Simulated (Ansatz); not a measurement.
CdSe4

```xyz
10
Lattice="5.0500 0.0000 0.0000 0.0000 5.0500 0.0000 0.0000 0.0000 10.9102" Properties=species:S:1:pos:R:3 pbc="T T T"
Cd    0.0000    0.0000    5.4551
Cd    2.5250    2.5250    0.0000
Se    2.5250    0.0000    3.8625
Se    0.0000    2.5250    9.3176
Se    0.0000    2.5250    3.8625
Se    2.5250    0.0000    9.3176
Se    0.0000    2.5250    1.5926
Se    2.5250    0.0000    7.0476
Se    2.5250    0.0000    1.5926
Se    0.0000    2.5250    7.0476
```

Space group I4/mmm; a generated structure, not necessarily the stable one.

Computed with DFT PBE, scalar-relativistic, plane waves, PAW in Ansatz.

### Predict the valence pseudo-density and electron localisation function between the atoms.

Se–Se (2.27 Å): ρ at the midpoint is about 0.76 e/Å³; the ELF peaks at about 0.65 between the atoms.
Cd–Se (2.99 Å): ρ at the midpoint is about 0.2 e/Å³; the ELF is about 0.25 at the midpoint and 0.15 at its lowest between the atoms.

### Does the calculation give a band gap?

It is gapless in this calculation (a metal or semimetal).

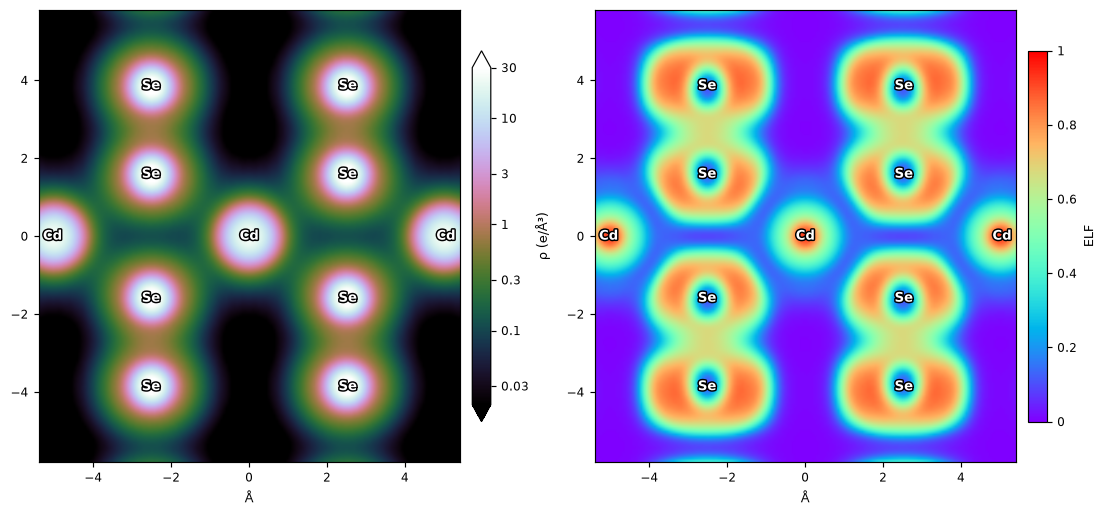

Computed valence pseudo-density and electron localisation function on the (100) plane of the conventional cell, in this order. 

The density is the valence pseudo-density of a PAW calculation; it isn't the true density close to the nuclei.
